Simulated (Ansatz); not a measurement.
# Si: single-point calculation

System: Si (P2₁/m, 16 atoms in the cell).
Method: DFT LDA, scalar-relativistic, plane waves, PAW, no spin polarisation (Ansatz 0.2.0).

The structure derives from a Materials Project entry. It belongs to a series of runs on one base structure; here: the crystal above the cut slid by 0.4 of the vector 1 a1 + 0 a2 (3.802 Å). Figures and captions count atoms from 1; the log counts them from 0 in places.

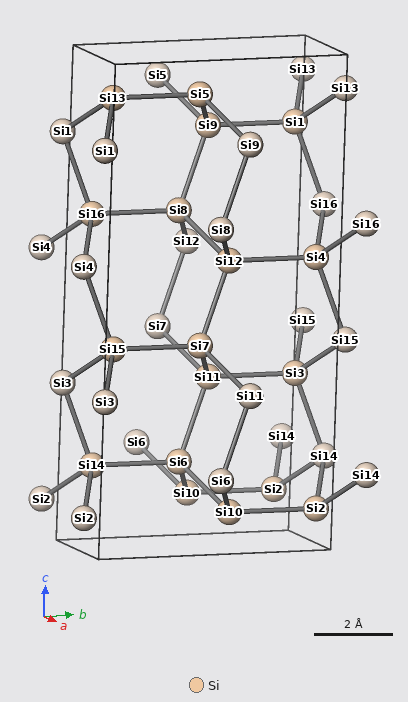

Figure 1. The input geometry (ball-and-stick view of the cell of the calculation, seen slightly off an axis; neighbours outside the cell are drawn fainter; atoms are numbered from 1 in the order of the input). An atom can appear more than once, as a periodic image. Near neighbours in the periodic cell (some may lie outside the picture): Si has 4 Si at 2.33 to 2.35 Å; Si has 3 Si at 2.33 to 2.35 Å.

Results in brief:

```csv
quantity,value
outcome,converged
space group (tolerance 0.01 Å),P2₁/m (11)
electrons treated,64
free energy,−9736.1424 eV
Fermi energy,6.244 eV
gap on the k-point mesh,none (metallic)
pressure,−1.30 GPa
largest force (length of the vector),0.876 eV/Å
hardware,"2 threads of Intel Xeon (Granite Rapids), 32 GiB of memory available, shared host"
wall time,13 s (CPU time 26 s)
peak memory,0.87 GiB
```

Input:
```yaml
crystal:
  lattice:
    - [1.9009877425, -3.2926073546, 0.0]
    - [0.0, 0.0, -6.2891201841]
    - [12.1663215521, 5.2681717674, 0.0]
  atoms:
    - { symbol: Si, position: [0.1666666667, 0.9369667082, 0.8333333333] }
    - { symbol: Si, position: [-0.0333333333, 0.9369667082, 0.0833333333] }
    - { symbol: Si, position: [0.3666666667, 0.9369667082, 0.3333333333] }
    - { symbol: Si, position: [-0.2333333333, 0.9369667082, 0.5833333333] }
    - { symbol: Si, position: [0.6333333333, 0.4369667082, 0.9166666667] }
    - { symbol: Si, position: [0.4333333333, 0.4369667082, 0.1666666667] }
    - { symbol: Si, position: [-0.1666666667, 0.4369667082, 0.4166666667] }
    - { symbol: Si, position: [0.2333333333, 0.4369667082, 0.6666666667] }
    - { symbol: Si, position: [0.1666666667, 0.5630332918, 0.8333333333] }
    - { symbol: Si, position: [-0.0333333333, 0.5630332918, 0.0833333333] }
    - { symbol: Si, position: [0.3666666667, 0.5630332918, 0.3333333333] }
    - { symbol: Si, position: [-0.2333333333, 0.5630332918, 0.5833333333] }
    - { symbol: Si, position: [0.6333333333, 0.0630332918, 0.9166666667] }
    - { symbol: Si, position: [0.4333333333, 0.0630332918, 0.1666666667] }
    - { symbol: Si, position: [-0.1666666667, 0.0630332918, 0.4166666667] }
    - { symbol: Si, position: [0.2333333333, 0.0630332918, 0.6666666667] }
basis:
  ecutwfc: 420
kpoints:
  mp_grid: { grid: [9, 5, 3] }
hamiltonian:
  xc: lda
scf:
  occupations: { method: gaussian, width: 0.03 }
output:
  forces: true
  stress: true
  eigenvalues: true
  write_density: true
  write_potential: true
  elf: true
  volumetric_format: npy
```

Launched with:
```bash
ansatz run input.yaml --threads 2 --pin off --max-ram 5120MiB --backend cpu --events-out ev --progress --plain --runs-dir out
```

Log:
```
Engine: ansatz 0.2.0, x86_64-unknown-linux-gnu
Pseudopotentials: kind: paw
Pseudopotential: Si, paw, valence charge 4, recommended cutoff 420 eV (normal), Si.paw.azcp
Functional definition: SPW92
  exchange = slater_x
  correlation = pw_c
Crystal: 16 atoms, lattice volume = 314.919 Å³
Basis set: ecut = 420 eV, 6193 PW (Γ)
Bands: 48, of which v1, the nominal top of the filled ones, is band 32 counted from 1 (31 counted from 0)
Symmetry: 4 space group operations
Space group: P21/m (ITA 11), of the structure as read, at distance tolerance 6.8e-5 Å
k-points: 42 of 135
Non-local potential: Si, projectors of the file, l = 0: 2, l = 1: 2, l = 2: 2
PAW form: soft (Blöchl's): semilocal exchange-correlation on the pseudo side does not see the compensation charge
PAW frozen core: Si, regenerated for the run's functional, and the local potential with it (the file was generated under x = pbe(κ = 0.804, μ = 0.2195149727645171), c = pbe(β = 0.06672455060314922))
PAW one-centre angular grid: Si, 110 points (default); XC on 64 Gauss nodes
Initial density: superposition of atomic densities (neutral atoms: chi_scale 0, normalization atom), corrected by the library's trained network
Initial wavefunctions: pseudopotential atomic-orbital guess
Functional: x = slater, c = lda
SCF iter   1: F=—  HF=-9736.153375 eV  |F-HF|=—  |Δ(HF+E_count)|=         —  Δρ=4.28e-3  dr2=4.90e-2  ethr=1.77e-3  ⟨swp⟩=6.9  Hψ=10037  notcnv=0  defer=84
preconditioner: auto → Kerker (q_TF=auto, 2.092 Å⁻¹)  [metal: Δε(μ)=0.010 eV  Ē_g=7.695 eV  σ=0.030 eV  W_gap=0.19  n_scr=56 (ndim 8)  ℏωp=16.7 eV  f_vac=0.000  D(μ)=4.45/eV (n_scr^D=16)]
SCF iter   2: F=—  HF=-9736.146388 eV  |F-HF|=—  |Δ(HF+E_count)|=   6.99e-3  Δρ=2.47e-3  dr2=1.69e-2  ethr=7.65e-5  ⟨swp⟩=1.6  Hψ=2426  notcnv=0  defer=302
SCF iter   3: F=—  HF=-9736.142560 eV  |F-HF|=—  |Δ(HF+E_count)|=   3.83e-3  Δρ=2.31e-4  dr2=4.31e-4  ethr=2.64e-5  ⟨swp⟩=2.3  Hψ=2708  notcnv=0  defer=302
SCF iter   4: F=—  HF=-9736.142531 eV  |F-HF|=—  |Δ(HF+E_count)|=   2.89e-5  Δρ=6.23e-5  dr2=1.02e-4  ethr=6.74e-7  ⟨swp⟩=2.1  Hψ=2331  notcnv=0  defer=302
SCF iter   5: F=—  HF=-9736.142524 eV  |F-HF|=—  |Δ(HF+E_count)|=   6.97e-6  Δρ=2.18e-5  dr2=2.07e-5  ethr=1.59e-7  ⟨swp⟩=1.2  Hψ=1601  notcnv=0  defer=302
SCF iter   6: F=—  HF=-9736.142432 eV  |F-HF|=—  |Δ(HF+E_count)|=   9.24e-5  Δρ=7.92e-6  dr2=1.25e-6  ethr=3.23e-8  ⟨swp⟩=2.0  Hψ=1809  notcnv=0  defer=302
SCF iter   7: F=-9736.142431 eV  HF=-9736.142431 eV  |F-HF|=4.00e-8  |Δ(HF+E_count)|=   1.35e-7  Δρ=2.40e-6  dr2=6.17e-8  ethr=1.56e-10  ⟨swp⟩=16.3  Hψ=16718  notcnv=0
SCF 1 converged in 7 iterations: F = -9736.142431 eV  dr2 = 6.17e-8
  greatest PAW one-centre occupation: 0.648 electrons in one spin orbital (limit 2), on the Si atom at site 13 (counted from 0), in its partial waves of l = 0
```

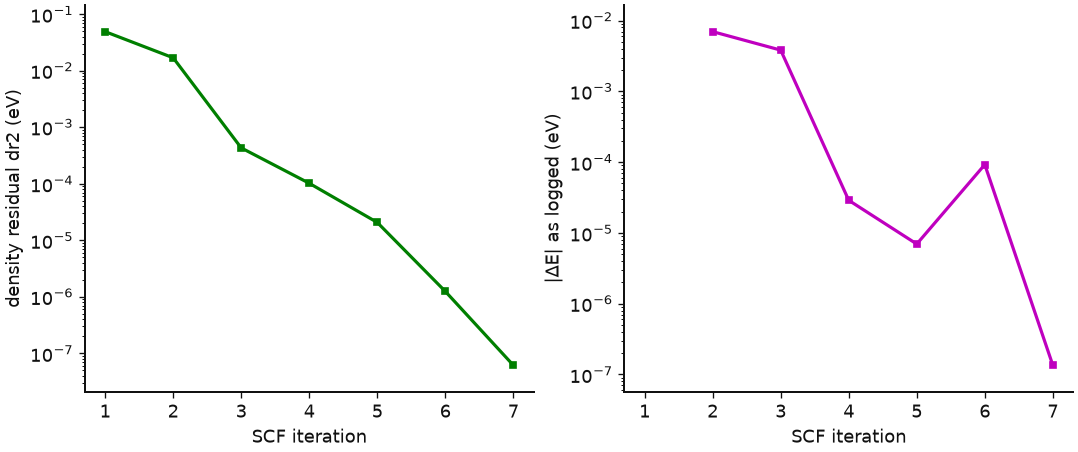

Figure 2. Convergence of the self-consistent field: density residual dr2 and size of the energy change against the SCF iteration. The residual falls at every step.

```
SCF converged after 7 iterations
Free energy (F): -9736.142431 eV
Harris-Foulkes:  -9736.142431 eV  (|F-HF|=4.00e-8)
Internal energy: -9736.140376 eV  (E = F + TS)
E sigma→0 (E₀):  -9736.141403 eV
Entropy (-TS):   -0.002056 eV (-0.128 meV/atom)
Fermi energy:    6.244170 eV
--- Per-component energies (eV) ---
  E_band       = 73.759327
  E_kinetic    = 646.721355
  E_local      = -429.590348  (includes V_loc(G=0)·N_el)
  E_nonlocal   = 432.373025
  E_hartree    = 111.763086
  E_xc         = -876.930110
  E_vxc        = -754.009977  (∫ρ·V_xc dr)
  E_paw        = -7777.439736  (= ΣΔE_a)
  E_vpaw       = -45.260127  (= ΣTr[D̂ρ^β])
  E_aug_tail   = 0.000090  (compensation charges beyond the density's cutoff)
  E_ewald      = -1844.387030
  E_core_change = 1.349292  (= ΣΔE_core)
  E_smearing   = -0.002056  (= −TS)
  E_closure    = 0.000000  (closes the sum)
  Σ components = -9736.142431   (vs F -9736.142431, Δ=0.00e0)
--- Forces (eV/Å), atoms counted from 1 ---
  atom   1  Si    -0.00636704     0.03515813     0.06206644
  atom   2  Si    -0.81900823     0.29078756     0.10668480
  atom   3  Si     0.04025360     0.14437697     0.09097807
  atom   4  Si     0.00159232     0.02799263     0.07576902
  atom   5  Si     0.81900823    -0.29078756     0.10668480
  atom   6  Si     0.00636704    -0.03515813     0.06206644
  atom   7  Si    -0.00159232    -0.02799263     0.07576902
  atom   8  Si    -0.04025360    -0.14437697     0.09097807
  atom   9  Si    -0.00636704     0.03515813    -0.06206644
  atom  10  Si    -0.81900823     0.29078756    -0.10668480
  atom  11  Si     0.04025360     0.14437697    -0.09097807
  atom  12  Si     0.00159232     0.02799263    -0.07576902
  atom  13  Si     0.81900823    -0.29078756    -0.10668480
  atom  14  Si     0.00636704    -0.03515813    -0.06206644
  atom  15  Si    -0.00159232    -0.02799263    -0.07576902
  atom  16  Si    -0.04025360    -0.14437697    -0.09097807
  max |Σ_I F_I| component: 1.87e-16 eV/Å
--- Stress (GPa, compression-positive) ---
       -2.595049       2.093624      -0.000000
        2.093624       0.589652       0.000000
       -0.000000       0.000000      -1.887426
  P = ⅓ Tr σ = -1.2976 GPa (-12.976 kbar)
--- Band table (eV; the first three rows and the last of 42) ---
  k-point 0: bands = ["-5.8524", "-5.1562", "-5.0931", "-3.6590", "-3.5105", "-2.8124", "-2.7235", "-1.9115", "-1.2448", "-0.9142", "-0.6817", "-0.5648", "0.6336", "1.7070", "1.9349", "2.2122", "3.2367", "3.4192", "3.5286", "3.5403", "3.7255", "4.4507", "4.5925", "4.9882", "5.1598", "5.1711", "5.1747", "5.2765", "6.0132", "6.0398", "6.1650", "6.5068", "6.9522", "6.9869", "7.4340", "7.8817", "8.3100", "8.4370", "8.8533", "8.9084", "8.9863", "9.1097", "9.2282", "9.4693", "9.5385", "9.5483", "9.6383", "9.6663"]
  k-point 1: bands = ["-5.7705", "-5.5240", "-4.5951", "-3.9986", "-3.4284", "-3.1749", "-2.2251", "-1.6024", "-1.5242", "-0.8981", "-0.8360", "-0.6924", "1.1227", "1.4841", "1.5630", "2.2334", "3.1409", "3.4122", "3.7180", "3.7976", "4.1295", "4.3886", "4.5771", "4.7636", "4.8292", "5.0562", "5.3899", "5.5852", "5.7317", "5.9541", "6.2786", "6.4073", "6.6370", "7.0961", "7.5393", "7.8029", "8.4043", "8.4919", "8.7045", "8.9151", "9.0509", "9.1916", "9.2418", "9.4562", "9.5488", "9.5492", "9.5768", "9.6794"]
  k-point 2: bands = ["-5.7211", "-5.0263", "-4.9634", "-3.9662", "-3.5387", "-3.2802", "-3.2083", "-2.1064", "-1.2678", "-0.2260", "-0.0665", "0.0637", "0.2537", "2.1632", "2.2503", "2.4109", "2.7687", "3.2003", "3.6288", "3.6483", "3.9095", "4.5596", "4.6961", "4.8066", "4.9156", "4.9260", "5.0458", "5.1913", "5.4087", "5.7907", "5.9283", "6.5920", "6.7208", "7.0625", "7.3756", "7.7448", "7.9654", "8.2870", "8.4796", "8.7765", "8.8526", "9.0466", "9.0680", "9.1913", "9.3592", "9.6165", "9.7984", "10.0204"]
  k-point 41: bands = ["-3.5882", "-3.5491", "-3.1004", "-3.0030", "-2.9479", "-2.6207", "-2.4174", "-2.2261", "-1.2287", "-1.0427", "-0.9212", "-0.7838", "-0.4647", "-0.3641", "-0.1321", "0.4891", "2.4163", "2.4868", "2.6911", "2.9627", "3.1047", "3.2684", "3.2838", "3.3768", "3.7637", "4.0041", "4.1031", "4.3519", "4.4265", "4.5264", "5.2931", "5.4909", "6.3963", "6.6142", "7.3462", "7.6393", "7.7113", "8.0571", "8.1719", "8.2174", "8.5618", "8.5931", "8.7334", "8.8042", "8.9978", "9.4965", "9.9904", "10.0720"]
```

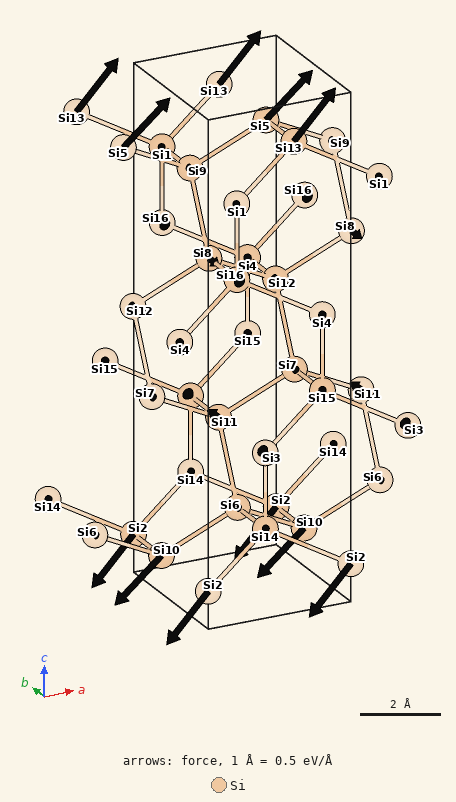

Figure 3. Forces on the atoms as black arrows (ball-and-stick view of the cell of the calculation, seen slightly off an axis; neighbours outside the cell are drawn fainter; atoms are numbered from 1 in the order of the input). The largest act on Si2, Si5, Si10, Si13 (0.88 eV/Å). The geometry is not a stationary point of this energy.

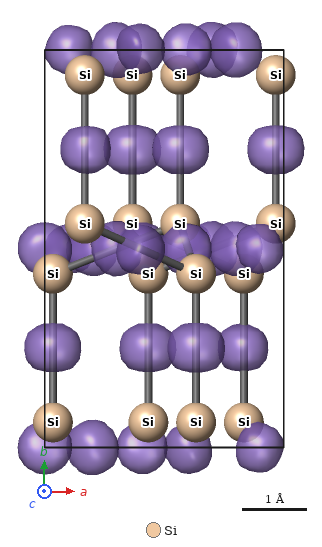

Figure 4. Isosurface of the electron localisation function at 0.9 (purple), seen along the c axis. Only the valence region is drawn (cores and ρ < 0.01 e/Å³ removed). Sticks mark near contacts. The outline is the cell set on symmetry axes. Along the contacts the grid gives the following. Si–Si (2.33 Å): the ELF peaks at about 0.95 between the atoms, which marks a covalent bond. Core electrons are frozen (PAW), so the fields are smoothed inside the atomic spheres.

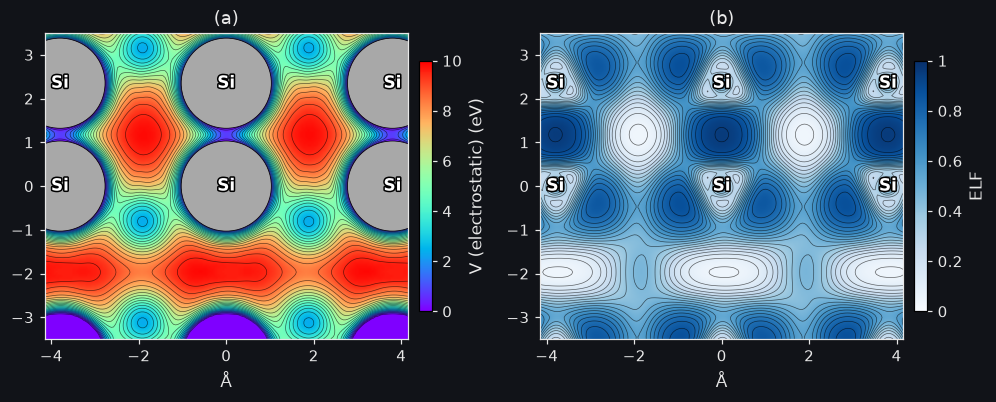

Figure 5. (a) electrostatic potential (local pseudopotential plus Hartree) felt by an electron; (b) electron localisation function on the (001) plane of the conventional cell. Grey discs, where drawn, cover atomic cores. Outside the cores the potential energy rises away from the atoms and is highest about 2.1 Å from the nearest atoms; outside the discs it spans about 10 eV, and its zero is arbitrary.
